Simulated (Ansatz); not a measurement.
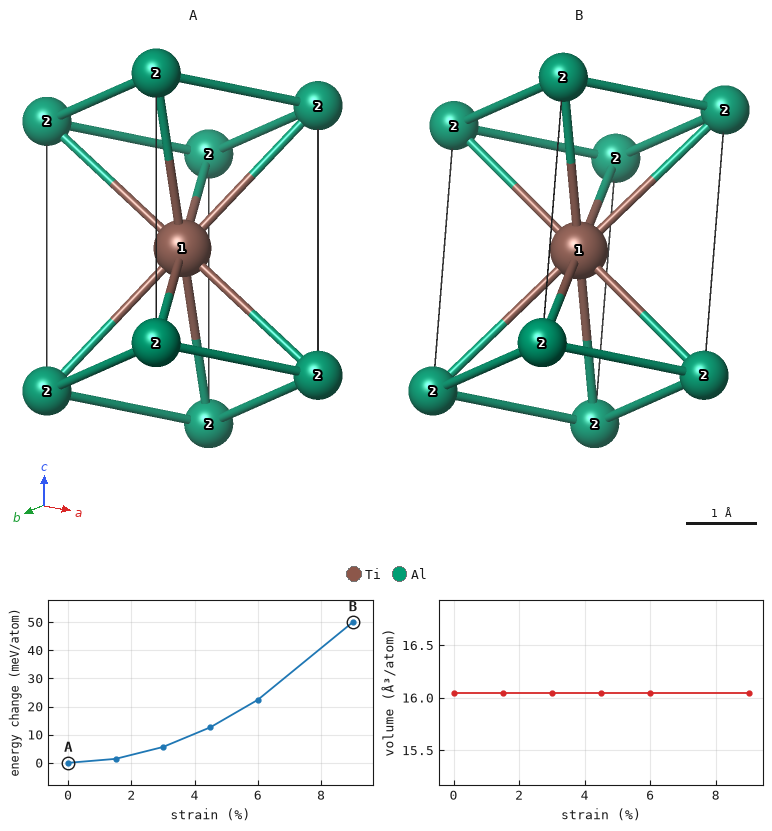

Members of a series of calculations on a crystal of TiAl (set up in P4/mmm), marked on the first curve. A ball-and-stick model of the cell of the calculation, seen from a free direction.

The calculation used Ansatz 0.2.0, DFT r2SCAN, scalar-relativistic, plane waves, PAW. Set-up: plane-wave cutoff 500 eV; k-point mesh 18 × 18 × 14; occupations gaussian; smearing width 0.1 eV; no spin polarisation.

Question: Describe the series.

Answer: Shear of c along a, cell held, atoms relaxed. A (strain 0.0 %): energy change 0.0 meV/atom, volume 16.05 Å³ per atom. B (strain 9.0 %): energy change 50.0 meV/atom, volume 16.05 Å³ per atom. The rest compares A with B. The drawn cell changes at constant volume: a = b unchanged at 2.810 Å, c 4.066 → 4.082 Å (+0.4 %), β 90.0° → 84.9°. Among the bonded contacts that change: Al–Ti 2.843 → 2.757 to 2.937 Å.
